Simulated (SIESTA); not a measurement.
## CoO: 7 runs along one coordinate

System: CoO (2 atoms in the cell).
Method: Kohn-Sham DFT of a periodic cell, PBE, PseudoDojo 0.4 standard, converted to PSML, spin-polarised (SIESTA 5.4.2).

The 7 runs differ only in the geometry, by an even scaling of the cell at fixed fractional positions. The structure derives from a Materials Project entry.

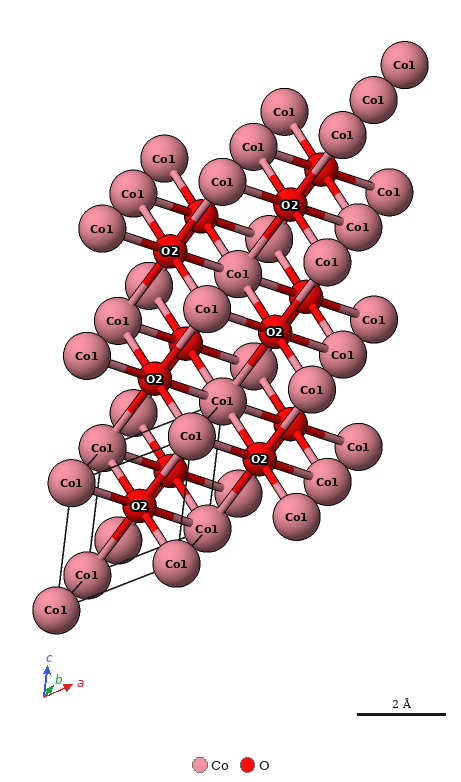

Figure 1. The structure of run 4 (ball-and-stick view of the cell of the calculation, repeated 2 × 2 × 3, seen slightly off an axis; atoms are numbered from 1 in the order of the input). An atom can appear more than once, as a periodic image.

### Input of run 4
```
SystemName                      CoO
SystemLabel                     CoO
NumberOfSpecies                 2
NumberOfAtoms                   2
%block ChemicalSpeciesLabel
  1  27 Co
  2   8 O
%endblock ChemicalSpeciesLabel

LatticeConstant                 1.0 Ang
%block LatticeVectors
     1.5054695445     0.8691832468     2.4399269062
    -1.5054695445     0.8691832468     2.4399269062
     0.0000000000    -1.7383664936     2.4399269062
%endblock LatticeVectors
AtomicCoordinatesFormat         Fractional
%block AtomicCoordinatesAndAtomicSpecies
     0.0000000000     0.0000000000     0.0000000000  1  Co
     0.5000000000     0.5000000000     0.5000000000  2  O
%endblock AtomicCoordinatesAndAtomicSpecies

%block kgrid.MonkhorstPack
   11   0   0  0.0
    0  11   0  0.0
    0   0  11  0.0
%endblock kgrid.MonkhorstPack
XC.Functional                   GGA
XC.Authors                      PBE
PAO.BasisSize                   DZP
PAO.EnergyShift                 0.003 Ry
Mesh.Cutoff                     800 Ry
Spin                            polarized
%block DM.InitSpin
    1   2.000
    2   0.000
%endblock DM.InitSpin
OccupationFunction              FD
ElectronicTemperature           0.05 eV
MaxSCFIterations                200
SCF.MustConverge                false
SCF.Mixer.Method                Pulay
SCF.Mixer.Weight                0.1
SCF.Mixer.History               10
SCF.DM.Tolerance                5.0e-05
SCF.H.Tolerance                 1.0e-03 eV
WriteForces                     true
Charge.Mulliken                 end
Charge.Hirshfeld                end
Charge.Voronoi                  end
SaveRho                         true
SaveElectrostaticPotential      true
%block PAO.Basis
  Co 5
  n=3 0 2
    2.527 0.000
  n=4 0 2
    7.356 0.000
  n=3 1 2
    2.822 0.000
  n=4 1 1
    7.356
  n=3 2 2
    4.649 0.000
%endblock PAO.Basis
```

Command:
```bash
siesta < CoO.fdf > CoO.out 2>&1
```

Lattice vectors (Å) and fractional positions of run 4:
```
   1.505470    0.869183    2.439927
  -1.505470    0.869183    2.439927
   0.000000   -1.738366    2.439927
Co  0.000000  0.000000  0.000000
O   0.500000  0.500000  0.500000
```

Run 3 has the same physical settings and fractional positions; its lattice vectors (Å) are:
```
   1.495365    0.863350    2.423551
  -1.495365    0.863350    2.423551
   0.000000   -1.726699    2.423551
```

### Results, with one run withheld

| run | volume per atom (Å³) | free energy per atom, from the lowest run given (meV) | pressure (GPa) |
| --- | --- | --- | --- |
| 1 | 9.003 | 25.94 | 13.71 |
| 2 | 9.195 | 12.40 | 9.10 |
| 3 | 9.387 | ? | ? |
| 4 | 9.578 | 0.00 | 1.40 |
| 5 | 9.770 | 0.62 | −2.36 |
| 6 | 9.961 | 5.42 | −5.55 |
| 7 | 10.153 | 13.78 | −8.41 |

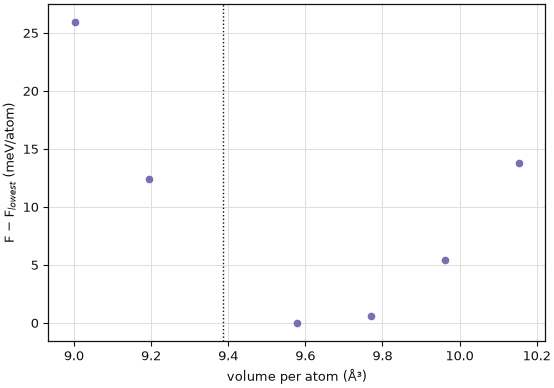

Figure 2. Free energy per atom of the runs given; the dotted line marks run 3.

Fit the runs given and predict run 3.

A cubic polynomial in V^(−2/3) (the Birch–Murnaghan form), fitted to the 6 runs given, misses them by at most 0.10 meV per atom. With x = V^(−2/3) − 0.22145 Å⁻², it reads F = −0.073952 + 384.97 x + 2.4869e+05 x² − 7.5951e+05 x³ (meV per atom). At run 3 it gives 3.82 meV per atom, and the run itself gives 3.90. The slope of the fit gives a pressure −dF/dV of 5.09 GPa there, and the run prints 5.15 GPa. The two needn't agree exactly: the fit is approximate, and the printed stress is taken on a finite basis. The fit has its minimum at 9.646 Å³ per atom, where V d²F/dV² gives 180 GPa. Cell shape and fractional positions are held, so this is the stiffness under even scaling; the relaxed bulk modulus wasn't computed.

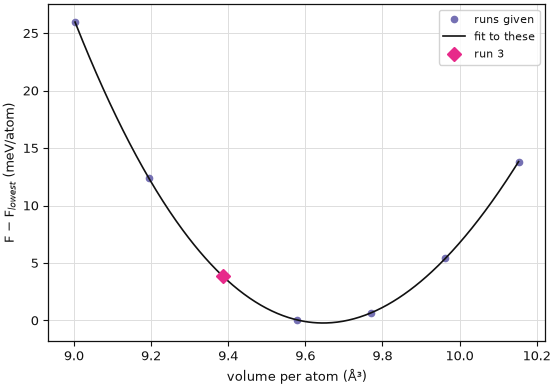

Figure 3. The fit and the withheld run.

### Some lines of the output (run 3)
```
[...]
outcell: Cell volume (Ang**3)        :     18.7732
stepf: Fermi-Dirac step function
siesta: Etot    =     -4608.474397
siesta: FreeEng =     -4608.505564
        iscf     Eharris(eV)        E_KS(eV)     FreeEng(eV)     dDmax    Ef(eV) dHmax(eV)
siesta: E_KS(eV) =            -4612.6621
siesta: E_KS - E_eggbox =     -4612.6621
siesta: Etot    =     -4612.662067
siesta: FreeEng =     -4612.693327
siesta:         Fermi =      -4.542024
siesta: Cell volume =         18.773164 Ang**3
    Orbital volume contribution        =           1.120135 eV
```

Notes: Points of doubt noted for this run: mulliken charges of long orbitals. With a small basis of atomic orbitals these values can differ much from converged plane-wave results.
